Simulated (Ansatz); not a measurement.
System: Zn₂GeN₃.

Input file:

```
crystal:
  lattice:
    - [2.5407260586, -4.8716875104, 0.0]
    - [2.5407260586, 4.8716875104, 0.0]
    - [0.0, 0.0, 3.0537014201]
  atoms:
    - { symbol: Zn, position: [0.0, 0.5, 0.5] }
    - { symbol: Zn, position: [0.5, 0.0, 0.5] }
    - { symbol: Ge, position: [0.5, 0.5, 0.0] }
    - { symbol: "N", position: [0.3179457973, 0.6820542027, 0.0] }
    - { symbol: "N", position: [0.6820542027, 0.3179457973, 0.0] }
    - { symbol: "N", position: [0.0, 0.0, 0.5] }
basis:
  ecutwfc: 420
kpoints:
  mp_grid: { grid: [8, 8, 12] }
  band_path:
    path:
      - [[0.0, 0.0, 0.0], [-0.5, 0.5, 0.0], [-0.31799811, 0.68200189, 0.0]]
      - [[0.31799811, 0.31799811, 0.0], [0.0, 0.0, 0.0], [0.0, 0.0, 0.5], [0.31799811, 0.31799811, 0.5]]
      - [[-0.31799811, 0.68200189, 0.5], [-0.5, 0.5, 0.5], [-0.5, 0.5, 0.0]]
      - [[0.0, 0.0, 0.0], [0.0, 0.5, 0.0], [0.0, 0.5, 0.5], [0.0, 0.0, 0.5], [-0.5, 0.5, 0.5]]
    npoints: 14
hamiltonian:
  xc: pbe
scf:
  occupations: { method: gaussian, width: 0.1 }
  n_extra_bands: 15
output:
  forces: true
  stress: true
  eigenvalues: true
  populations: true
  dos: { projected: true, de: 0.02, nscf_kmesh: { grid: [10, 10, 15] } }
  bader: true
  write_density: true
  write_potential: true
  elf: true
  volumetric_format: npy
```

Run with:

```sh
ansatz run input.yaml --threads 1 --pin off --max-ram 2560MiB --backend cpu --events-out ev --progress --plain --runs-dir out
```

Below, planes, directions and counts refer to the conventional cell (a = 5.08 Å, b = 9.74 Å, c = 3.05 Å, α = 90.00°, β = 90.00°, γ = 90.00°).

Space group Cmmm; a structure generated by program, which may or may not match a known phase; computed without spin polarisation.

These are results of DFT PBE, scalar-relativistic, plane waves, PAW in Ansatz, not measurements.

### Predict the valence pseudo-density and electron localisation function between the atoms.

Ge–N (1.77 Å): ρ at the midpoint is about 1.1 e/Å³; the ELF peaks at about 0.80 in the valence shell of N, 0.6 Å from its nucleus, and is about 0.60 at the midpoint.
Bader's partition of the density gives Zn +1.11, Ge +1.40 and N −1.36 to −0.91 e.

### How much charge does the calculation move between the atoms?

Electrons move from Zn and Ge towards N. Bader charges: Zn +1.11, Ge +1.40 and N −1.36 to −0.91 e.

### Does the calculation give a band gap?

It is gapless in this calculation (a metal or semimetal).

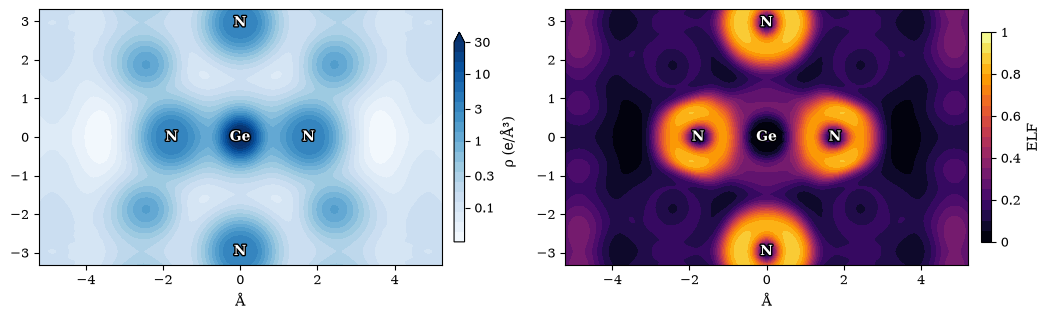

Computed valence pseudo-density and electron localisation function on the (101) plane of the conventional cell, in this order. Atoms just off the plane (Zn, 0.7 Å away) can leave unmarked features too.

The density is the valence pseudo-density of a PAW calculation; it isn't the true density close to the nuclei.
